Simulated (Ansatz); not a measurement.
```
CELL_PARAMETERS angstrom
7.39800 0.00000 0.00000
-3.69900 6.40686 0.00000
0.00000 0.00000 13.00000
ATOMIC_POSITIONS crystal
C 0.99770 0.99365 0.08064
C 0.21885 0.10340 0.08055
C 0.99775 0.32455 0.08072
C 0.21886 0.43596 0.08064
C 0.99799 0.65940 0.07671
C 0.22085 0.77070 0.08091
C 0.33054 0.99184 0.08068
C 0.55167 0.10159 0.08078
C 0.32853 0.32452 0.08071
C 0.55137 0.43580 0.07665
C 0.33053 0.65926 0.08083
C 0.55164 0.77069 0.08089
C 0.66307 0.99185 0.08063
C 0.88630 0.10342 0.08050
C 0.66302 0.32425 0.07591
C 0.88620 0.43580 0.07652
C 0.66322 0.65945 0.07657
C 0.88630 0.77092 0.07599
Hf 0.77461 0.54744 0.23010
```

PAW files of the earlier set (soft_1).

These are results of Ansatz, DFT PBE, scalar-relativistic, plane waves, PAW, not measurements.

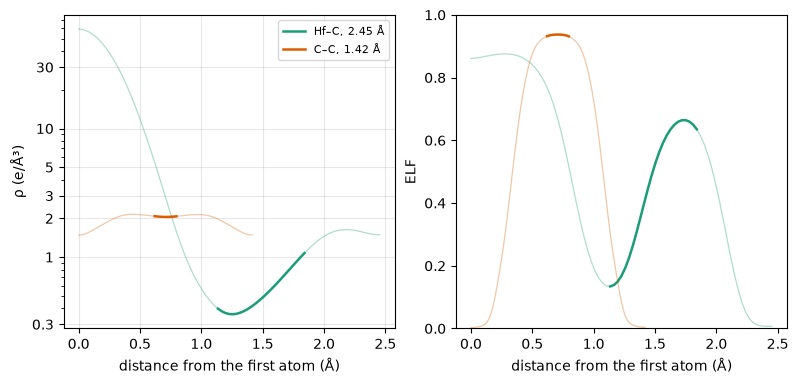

HfC$_{18}$ (slab). Valence electron density and ELF along straight lines between neighbouring atoms. Thin, pale parts lie inside the atomic spheres.

In a PAW calculation such maps are meaningful between the atoms, not at the nuclei.

### What can be read from the curves?

Hf–C (2.45 Å): ρ at the midpoint is about 0.36 e/Å³; the ELF peaks at about 0.65 in the valence shell of C, 0.7 Å from its nucleus, and is about 0.15 at the midpoint (no localised pair shows between them).
C–C (1.42 Å): the density is about 2.1 e/Å³ at the midpoint; the ELF peaks at about 0.95 between the atoms.
